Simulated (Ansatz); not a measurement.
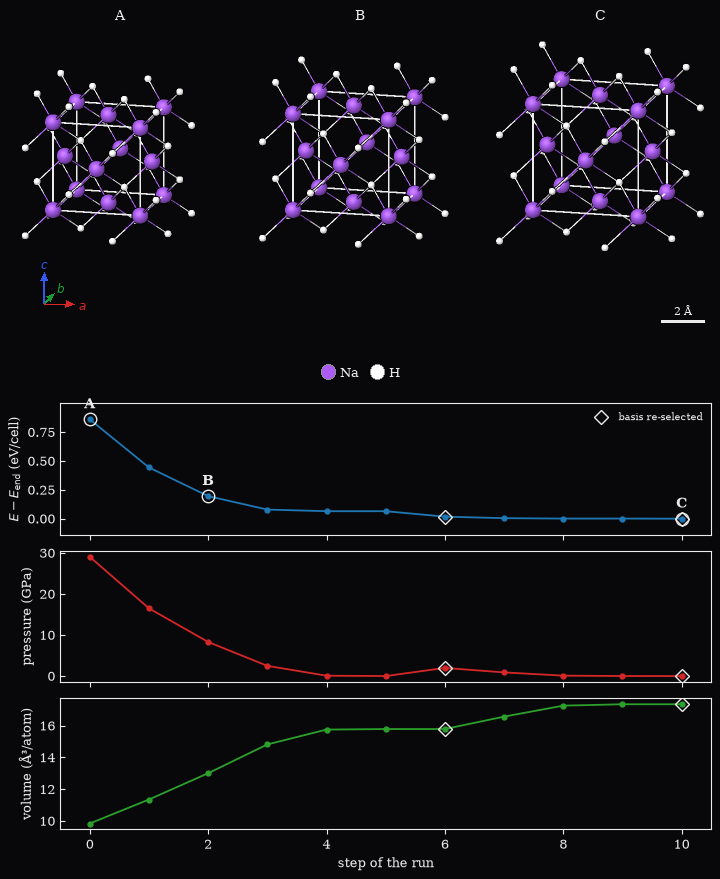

Frames of a relaxation of a crystal of NaH (built on the zincblende type), marked on the history of the run. A ball-and-stick model of the conventional cell (4 times the calculation's cell), seen slightly off an axis. Lengths and directions refer to the drawn axes.

All numbers below come from DFT, PBEsol, plane waves, PAW (Ansatz).

The input:
```yaml
crystal:
  lattice:
    - [0.0, 2.1427777891, 2.1427777891]
    - [2.1427777891, 0.0, 2.1427777891]
    - [2.1427777891, 2.1427777891, 0.0]
  atoms:
    - { symbol: Na, position: [0.0, 0.0, 0.0] }
    - { symbol: H, position: [0.25, 0.25, 0.25] }
kpoints:
  mp_grid: { grid: [8, 8, 8] }
hamiltonian:
  xc: pbesol
scf:
  occupations: { method: fermi_dirac, width: 0.03 }
relax:
  f_tol: 0.01
  cell: {}
  max_steps: 120
```

Launched with:
```bash
ansatz run input.yaml --threads 2 --pin off --max-ram 20275MiB --backend cpu --events-out ev --progress --plain --runs-dir out
```

Question: What happens along the run?

Answer: Over 8 accepted moves (10 points after the start) the energy falls by 0.861 eV per cell of the calculation. All forces vanish by symmetry, so only the cell relaxes. The pressure goes from 29.06 to −0.01 GPa. The SCF was repeated twice at an unchanged geometry on a basis and grid sized afresh for the cell, which shifted the energy by 47.2 meV per cell of the calculation at most. The atoms keep their places relative to the cell (all moves are under 0.005 Å). The volume changes by +76.3 %, with a = b = c 4.286 → 5.177 Å (+20.8 %). Some distances before and after: Na1–Na1 3.030 → 3.661 Å, Na1–H2 1.856 → 2.242 Å. The space group stays F-43m (No. 216). From step 0 to 2: volume +32.2 %, energy −0.665 eV per cell of the calculation. From step 2 to 10: volume +33.4 %, energy −0.196 eV per cell of the calculation.

| step | E − E(0), meV/atom | pressure, GPa | volume, Å³/atom | note |
| --- | --- | --- | --- | --- |
| 0 | 0.00 | 29.06 | 9.839 |  |
| 1 | -208.56 | 16.50 | 11.349 |  |
| 2 | -332.66 | 8.31 | 13.006 |  |
| 3 | -390.96 | 2.49 | 14.817 |  |
| 4 | -398.00 | 0.08 | 15.753 |  |
| 5 | -398.00 | 0.00 | 15.787 |  |
| 6 | -421.60 | 1.98 | 15.787 | same geometry, new basis |
| 7 | -428.20 | 0.88 | 16.569 |  |
| 8 | -429.92 | 0.10 | 17.261 |  |
| 9 | -429.90 | 0.01 | 17.348 |  |
| 10 | -430.52 | -0.01 | 17.348 | same geometry, new basis |
